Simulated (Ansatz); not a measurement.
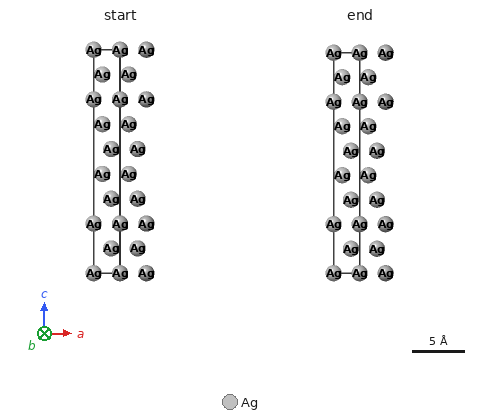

The structure of a crystal of Ag (set up in R-3m) before (left) and after (right) a relaxation, at one scale.

The picture is a spheres-only view of the conventional cell (3 times the calculation's cell), repeated 2 × 1 × 1 with one cell outlined, seen along the b axis. Lengths and directions refer to the drawn axes.

Computed with Ansatz 0.2.0, DFT r2SCAN, scalar-relativistic, plane waves, PAW. Set-up: plane-wave cutoff 500 eV; k-point mesh 18 × 18 × 18; occupations gaussian; smearing width 0.1 eV; no spin polarisation; cell and atoms relaxed; force threshold 0.005 eV/Å; at most 80 steps.

Question: Describe what moved and what it gained.

Answer: The run was cut off at its time limit before the program reported convergence, but its last step already meets the force threshold: the largest component is 0.0003 eV/Å against 0.005 eV/Å. The pressure is within 0.01 GPa of its target. The energy falls by 9.6 meV per atom in 2 accepted moves (3 points after the start). Largest force component: 0.0016 eV/Å at the start, 0.0003 eV/Å at the end. Pressure: −3.82 GPa at the start and 0.01 GPa at the end. The line search rejected the trial step at point 1 of the run. No atom moves by more than 0.005 Å relative to the cell. The drawn cell changes as follows: a = b 2.946 → 2.905 Å (−1.4 %), c 21.614 → 21.322 Å (−1.4 %); the volume changes by −4.1 %. Some distances before and after: Ag–Ag 2.946 → 2.905 Å. The space group stays R-3m (No. 166).
